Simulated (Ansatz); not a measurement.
# Ni: which magnetic state does the SCF reach?

Wanted: the lowest electronic state of Ni in this cell. One SCF may end in a higher state, so several starts are tried. The cell (2 atoms) is Ni in the measured crystal structure (space group Fm-3m, primitive cell doubled). Source: COD entry 2102299; the sample's temperature and pressure aren't taken into account.

Program: Ansatz 0.2.0. Level of theory: DFT PBE, PAW, plane waves, scalar-relativistic. These are calculated values, not measurements.

## 1. Starting point

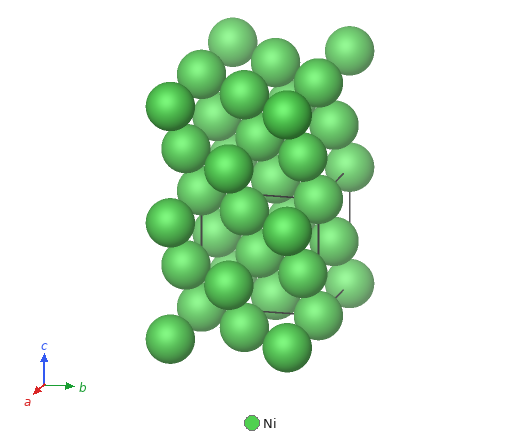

The starting structure, seen slightly off an axis (nickel green). 2×1×2 cells are drawn. Atoms on the faces are drawn again on the opposite ones. The cell drawn here is the conventional one.

As a file:

```
Ni
1.0
    -1.77045   -3.54090   -1.77045
    -1.77045    0.00000   -1.77045
     1.77045    0.00000   -1.77045
Ni
2
Direct
  0.00000 0.00000 0.00000
  0.50000 0.00000 0.50000
```

In tables a label like Ni2 counts atoms in the order of input.yaml; a structure file may count by element.

The first starts: parallel moments, plain SCF; opposed moments +-, plain SCF; no spin polarisation; spin on, no moments given (the program may seed its own), plain SCF. Further starts follow from what these give.

“Plain SCF” means no search for lower states. Ends within 0.2 meV/atom and 0.1 μB count as one state.

Moments by site are taken inside atomic spheres; the rest lies between them.

## 2. Parallel moments, plain SCF

The input, input.yaml:

```yaml
crystal:
  lattice:
    - [-1.77045, -3.5409, -1.77045]
    - [-1.77045, 0.0, -1.77045]
    - [1.77045, 0.0, -1.77045]
  atoms:
    - { symbol: Ni, position: [0.0, 0.0, 0.0], spin: 2.0 }
    - { symbol: Ni, position: [0.5, 0.0, 0.5], spin: 2.0 }
magnetization:
  spin_polarized: true
hamiltonian:
  xc: pbe
  pseudopotentials: { kind: paw }
basis:
  ecutwfc: 420
kpoints:
  mp_grid: { grid: [8, 13, 11] }
scf:
  occupations: { method: gaussian, width: 0.1 }
  lower_state_search: "off"
output:
  forces: true
  stress: true
```

On the command line:

```console
$ ansatz run input.yaml --threads 2 --pin off --max-ram 5120MiB --backend cpu --events-out ev --progress --plain --runs-dir out
```

Log (excerpt; [...] marks lines left out):

```text
Warning: crystal.symmetry: narrowed to the stabiliser of the k-point mesh — unitary ops 32 → 8; excluded 24 operations that carry a point of the 8×13×11 mesh (shift [0, 0, 0]) off the mesh (the run samples exactly the mesh kpoints.mp_grid names, as under crystal.symmetry.detect: false, [...]
Pseudopotentials: kind: paw
Pseudopotential: Ni, paw, valence charge 18, recommended cutoff 420 eV (normal), Ni.paw.azcp
Functional definition: PBE
[...]
Crystal: 2 atoms, lattice volume = 22.198 Å³
Basis set: ecut = 420 eV, 451 PW (Γ), exchange–correlation on 60×36×36 points (8 copies of the dense FFT grid, shifted against one another)
Bands: 24, of which v1, the nominal top of the filled ones, is band 18 counted from 1 (17 counted from 0)
Symmetry: 8 space group operations
k-points: 318 of 1144
[...]
Starting moments: Σ|m| = 4 μB on 2 of 2 sites
[...]
SCF iter   1: F=—  HF=-11678.900068 eV  |F-HF|=—  |Δ(HF+E_count)|=         —  Δρ=1.27e-1 (↑1.13e-1 ↓1.27e-1)  dr2=2.84e-2  dr2_m=2.93e0  M=1.871 μB ∫|m|=2.092 μB  β_m=0.30  ethr=7.90e-5  ⟨swp⟩=1.0  Hψ=75020  notcnv=0
[...]
spin-set hold released at iteration 1 (the charge has settled, or the pull on large starting moments outlasts its swing): the magnetisation degrees of freedom join the quasi-Newton model from the next iteration; the mixer history was flushed
[...]
SCF iter  10: F=-11679.446276 eV  HF=-11679.446276 eV  |F-HF|=1.96e-9  |Δ(HF+E_count)|=   9.18e-9  Δρ=7.04e-6 (↑2.38e-6 ↓7.04e-6)  dr2=3.18e-9  dr2_m=2.34e-9  M=1.263 μB ∫|m|=1.452 μB  ethr=2.12e-11  ⟨swp⟩=1.9  Hψ=45937  notcnv=0
[...]
SCF converged after 10 iterations
Magnetization: 1.2626 μB (18.6313 up, 17.3687 down)
Absolute magnetization: 1.4536 μB (∫|ρ↑−ρ↓|, with the PAW one-centre terms)
Spin contamination: 0.0144 ħ² per cell (⟨S²⟩ above its minimum at these occupations)
Per-site moments (μB) at R_I (Å): [(0.6713623584854128, 1.0328151906201717), (0.6713623584854127, 1.0328151906201717)]
Free energy (F): -11679.446276 eV
[...]
E sigma→0 (E₀):  -11679.437759 eV
Entropy (-TS):   -0.017033 eV (-8.516 meV/atom)
Fermi energy:    17.738418 eV
[...]
--- Forces (eV/Å), atoms counted from 1 ---
  atom   1  Ni    -0.00000000     0.00000000    -0.00000000
  atom   2  Ni    -0.00000000    -0.00000000    -0.00000000
[...]
--- Stress (GPa, compression-positive) ---
       -3.796932      -0.015577      -0.005750
       -0.015578      -3.546427      -0.015578
       -0.005750      -0.015577      -3.796932
  P = ⅓ Tr σ = -3.7134 GPa (-37.134 kbar)
```

Run time: 15 s. Hardware: 2 threads of Arm Neoverse V1, shared host; peak memory 0.49 GiB.

End: ferromagnetic, site moments Ni1 0.67, Ni2 0.67 μB, total 1.26 μB per cell, no gap on the k-mesh.

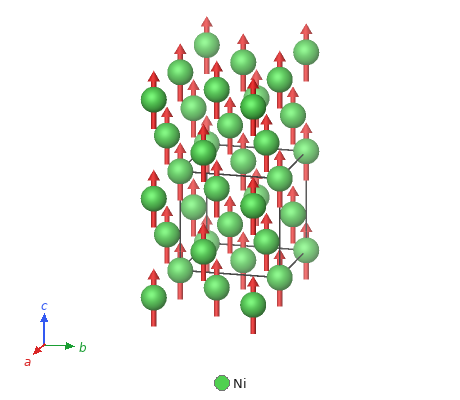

The moments of this state as arrows, longer for larger moments (red one way, blue the other). Without spin-orbit coupling their common direction is free.

## 3. Opposed moments +-, plain SCF

Changes to input.yaml since step 2:

```diff
@@ -7,3 +7,3 @@
     - { symbol: Ni, position: [0.0, 0.0, 0.0], spin: 2.0 }
-    - { symbol: Ni, position: [0.5, 0.0, 0.5], spin: 2.0 }
+    - { symbol: Ni, position: [0.5, 0.0, 0.5], spin: -2.0 }
 magnetization:
@@ -23 +23,5 @@
   stress: true
+  write_density: true
+  write_potential: true
+  elf: true
+  volumetric_format: npy
```

On the command line:

```console
$ ansatz run input.yaml --threads 2 --pin off --max-ram 5120MiB --backend cpu --events-out ev --progress --plain --runs-dir out
```

Log (excerpt; [...] marks lines left out):

```text
Warning: crystal.symmetry: narrowed to the stabiliser of the k-point mesh — unitary ops 16 → 4; excluded 12 operations that carry a point of the 8×13×11 mesh (shift [0, 0, 0]) off the mesh (the run samples exactly the mesh kpoints.mp_grid names, as under crystal.symmetry.detect: false, [...]
[... 11 lines as in an earlier run ...]
Symmetry: 4 space group operations
[... 5 lines as in an earlier run ...]
Starting moments: Σ|m| = 4 μB on 2 of 2 sites
[... 2 lines as in an earlier run ...]
spin-down is spin-up translated by (0.5, 0, 0.5): one eigenproblem is solved per k-point and the antiferromagnetic symmetry of the starting moments is kept exactly by this SCF (crystal.symmetry.spin_inversion_symmetry: false solves both channels; [...]
SCF iter   1: F=—  HF=-11678.489306 eV  |F-HF|=—  |Δ(HF+E_count)|=         —  Δρ=1.47e-1 (↑1.47e-1 ↓1.47e-1)  dr2=7.55e-2  dr2_m=4.34e0  M=0.000 μB ∫|m|=1.760 μB  β_m=0.30  ethr=2.10e-4  ⟨swp⟩=1.3  Hψ=37989  notcnv=0
[...]
[... 1 line as in an earlier run ...]
[...]
SCF iter  17: F=-11679.330041 eV  HF=-11679.330041 eV  |F-HF|=3.64e-12  |Δ(HF+E_count)|=  8.40e-10  Δρ=4.27e-7 (↑4.27e-7 ↓4.27e-7)  dr2=2.28e-11  dr2_m=2.33e-11  M=0.000 μB ∫|m|=0.333 μB  ethr=1.00e-12  ⟨swp⟩=4.7  Hψ=35243  notcnv=0
[...]
SCF converged after 17 iterations
Magnetization: 0.0000 μB (18.0000 up, 18.0000 down)
Absolute magnetization: 0.3331 μB (∫|ρ↑−ρ↓|, with the PAW one-centre terms)
Spin contamination: 0.1166 ħ² per cell (⟨S²⟩ above its minimum at these occupations)
Per-site moments (μB) at R_I (Å): [(0.16409247627436874, 1.0328151906201717), (-0.16409247627436874, 1.0328151906201717)]
Free energy (F): -11679.330041 eV
[...]
E sigma→0 (E₀):  -11679.312182 eV
Entropy (-TS):   -0.035717 eV (-17.858 meV/atom)
Fermi energy:    17.538127 eV
[...]
--- Forces (eV/Å), atoms counted from 1 ---
  atom   1  Ni     0.00000000     0.00000000     0.00000000
  atom   2  Ni    -0.00000000     0.00000000    -0.00000000
[...]
--- Stress (GPa, compression-positive) ---
       -4.457035      -0.004664      -0.116716
       -0.004664      -4.770814      -0.004664
       -0.116716      -0.004664      -4.457035
  P = ⅓ Tr σ = -4.5616 GPa (-45.616 kbar)
--- Band table (eV; the first three rows and the last of 636) ---
[... band rows left out ...]
[...]
```

It took 19 s on 2 threads of Arm Neoverse V1, shared host; peak memory 0.48 GiB.

End: antiferromagnetic (magnetic neighbours of Ni1 with a moment over 0.3 of its own that point the other way: 8 of 12 at 2.50 Å, 0 of 6 at 3.54 Å), site moments Ni1 0.16, Ni2 -0.16 μB, total 0.00 μB per cell, no gap on the k-mesh. Against step 2, the lowest until now, it is 58.1 meV/atom higher.

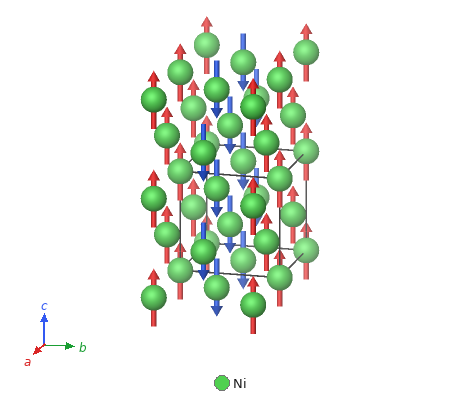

The moments of this state as arrows, longer for larger moments (red one way, blue the other). Without spin-orbit coupling their common direction is free.

Axes a, b and c in the maps are those of this run's conventional cell (a, b, c = 3.541, 3.541, 3.541 Å).

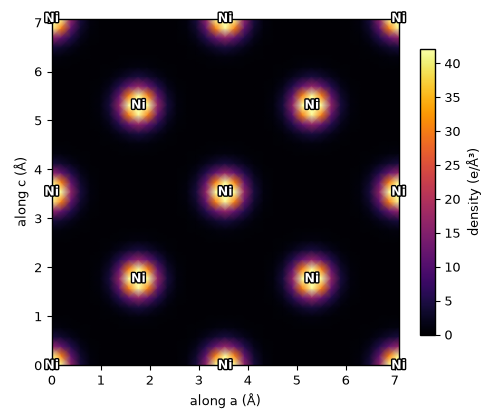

Density in a lattice plane of the grid's cell (edges 3.54 and 3.54 Å, at 0.000 of the third edge), which holds Ni. Only atoms in the plane are labelled; the density scale stops at 42.09 e/Å³. It is the smooth density of the valence electrons, not physical close to the nuclei.

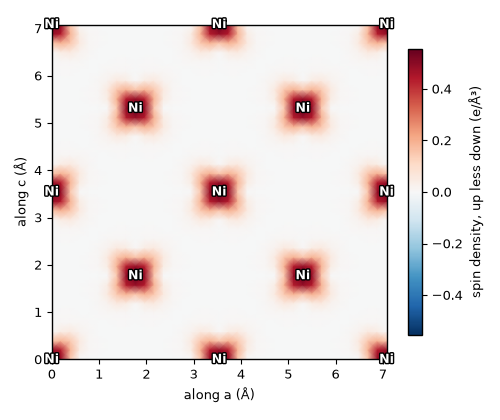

Spin density in a lattice plane of the grid's cell (edges 3.54 and 3.54 Å, at 0.000 of the third edge), which holds Ni.

## 4. No spin polarisation

Changes to input.yaml since step 3:

```diff
@@ -6,6 +6,4 @@
   atoms:
-    - { symbol: Ni, position: [0.0, 0.0, 0.0], spin: 2.0 }
-    - { symbol: Ni, position: [0.5, 0.0, 0.5], spin: -2.0 }
-magnetization:
-  spin_polarized: true
+    - { symbol: Ni, position: [0.0, 0.0, 0.0] }
+    - { symbol: Ni, position: [0.5, 0.0, 0.5] }
 hamiltonian:
```

On the command line:

```console
$ ansatz run input.yaml --threads 2 --pin off --max-ram 5120MiB --backend cpu --events-out ev --progress --plain --runs-dir out
```

Log (excerpt; [...] marks lines left out):

```text
[... 11 lines as in an earlier run ...]
Bands: 22, of which v1, the nominal top of the filled ones, is band 18 counted from 1 (17 counted from 0)
[... 5 lines as in an earlier run ...]
[...]
[... 2 lines as in an earlier run ...]
SCF iter   1: F=—  HF=-11679.328619 eV  |F-HF|=—  |Δ(HF+E_count)|=         —  Δρ=3.80e-3  dr2=7.44e-4  ethr=1.77e-3  ⟨swp⟩=4.4  Hψ=25265  notcnv=0
[...]
SCF iter   6: F=-11679.328763 eV  HF=-11679.328763 eV  |F-HF|=1.72e-9  |Δ(HF+E_count)|=   3.56e-8  Δρ=9.90e-6  dr2=3.71e-9  ethr=1.45e-10  ⟨swp⟩=6.0  Hψ=41816  notcnv=0
[...]
SCF converged after 6 iterations
Free energy (F): -11679.328763 eV
[...]
E sigma→0 (E₀):  -11679.308335 eV
Entropy (-TS):   -0.040855 eV (-20.427 meV/atom)
Fermi energy:    17.531160 eV
[...]
--- Forces (eV/Å), atoms counted from 1 ---
  atom   1  Ni     0.00000000    -0.00000000    -0.00000000
  atom   2  Ni    -0.00000000     0.00000000    -0.00000000
[...]
--- Stress (GPa, compression-positive) ---
       -4.717339      -0.005010      -0.112905
       -0.005009      -4.748360      -0.005009
       -0.112905      -0.005010      -4.717339
  P = ⅓ Tr σ = -4.7277 GPa (-47.277 kbar)
--- Band table (eV; the first three rows and the last of 318) ---
  k-point 0: bands = ["-85.4615", "-85.4202", "-45.9346", "-45.8179", "-45.8107", "-45.7408", "-45.7387", "-45.7331", "8.7252", "13.3345", "13.9225", "15.7194", "15.7226", "15.7232", "16.7981", "16.8003", "17.5099", "17.7004", "17.7045", "20.0443", "26.8324", "32.2861"]
[...]
```

Run time: 6.2 s. Hardware: 2 threads of Arm Neoverse V1, shared host; peak memory 0.41 GiB.

Result: non-magnetic (no spin polarisation), no gap on the k-mesh. It lies 58.8 meV/atom above the lowest state so far (step 2).

The maps below are laid out on this run's own conventional cell (a, b, c = 3.541, 3.541, 3.541 Å).

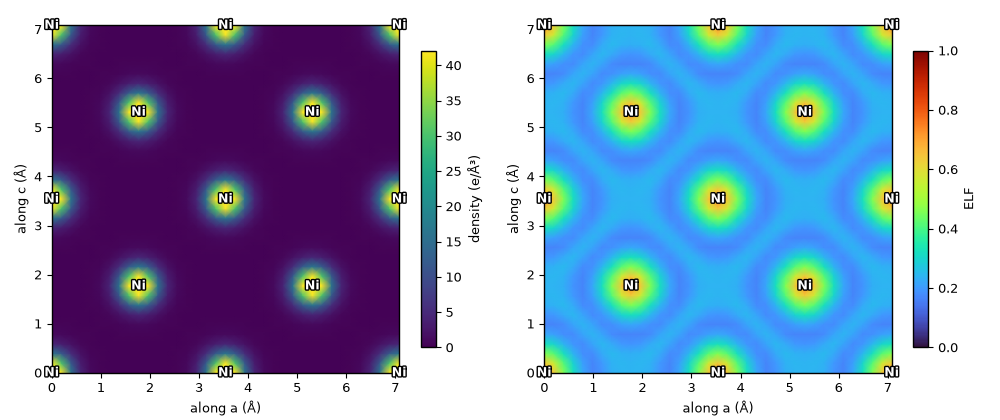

Density (left) and ELF (right) in a lattice plane of the grid's cell (edges 3.54 and 3.54 Å, at 0.000 of the third edge), which holds Ni. Only atoms in the plane are labelled; the density scale stops at 42.09 e/Å³. Both are smooth fields of the valence electrons: close to the nuclei they are not physical.

## 5. Spin on, no moments given (the program may seed its own), plain SCF

Changes to input.yaml since step 4:

```diff
@@ -21,5 +21,3 @@
   stress: true
-  write_density: true
-  write_potential: true
-  elf: true
-  volumetric_format: npy
+magnetization:
+  spin_polarized: true
```

On the command line:

```console
$ ansatz run input.yaml --threads 2 --pin off --max-ram 5120MiB --backend cpu --events-out ev --progress --plain --runs-dir out
```

Log (excerpt; [...] marks lines left out):

```text
[... 1 line as in an earlier run ...]
band count auto-derived: 24 (N_el = 36.0; filled up to band 18; 22 by the electrons, moments and atoms)
[... 19 lines as in an earlier run ...]
[...]
SCF iter   1: F=—  HF=-11678.042577 eV  |F-HF|=—  |Δ(HF+E_count)|=         —  Δρ=1.78e-1 (↑1.78e-1 ↓1.78e-1)  dr2=1.37e-2  dr2_m=6.45e0  M=2.566 μB ∫|m|=2.566 μB  ethr=4.55e-4  ⟨swp⟩=1.3  Hψ=37950  notcnv=0
[...]
SCF iter  11: F=-11679.446276 eV  HF=-11679.446276 eV  |F-HF|=7.28e-12  |Δ(HF+E_count)|=   7.99e-9  Δρ=3.40e-6 (↑1.65e-6 ↓3.40e-6)  dr2=6.87e-10  dr2_m=6.74e-10  M=1.263 μB ∫|m|=1.452 μB  ethr=7.92e-11  ⟨swp⟩=2.1  Hψ=46090  notcnv=0
[...]
SCF converged after 11 iterations
Magnetization: 1.2626 μB (18.6313 up, 17.3687 down)
Absolute magnetization: 1.4536 μB (∫|ρ↑−ρ↓|, with the PAW one-centre terms)
Spin contamination: 0.0144 ħ² per cell (⟨S²⟩ above its minimum at these occupations)
Per-site moments (μB) at R_I (Å): [(0.6713688639695329, 1.0328151906201717), (0.6713688639695328, 1.0328151906201717)]
Free energy (F): -11679.446276 eV
[...]
E sigma→0 (E₀):  -11679.437759 eV
Entropy (-TS):   -0.017032 eV (-8.516 meV/atom)
Fermi energy:    17.738407 eV
[... 24 lines left out: energy terms, forces, stress ...]
```

It took 15 s on 2 threads of Arm Neoverse V1, shared host; peak memory 0.49 GiB.

The run ends in the same state as step 2 (ferromagnetic); it took 11 iterations.

(Part 1 of 2 ends here.)
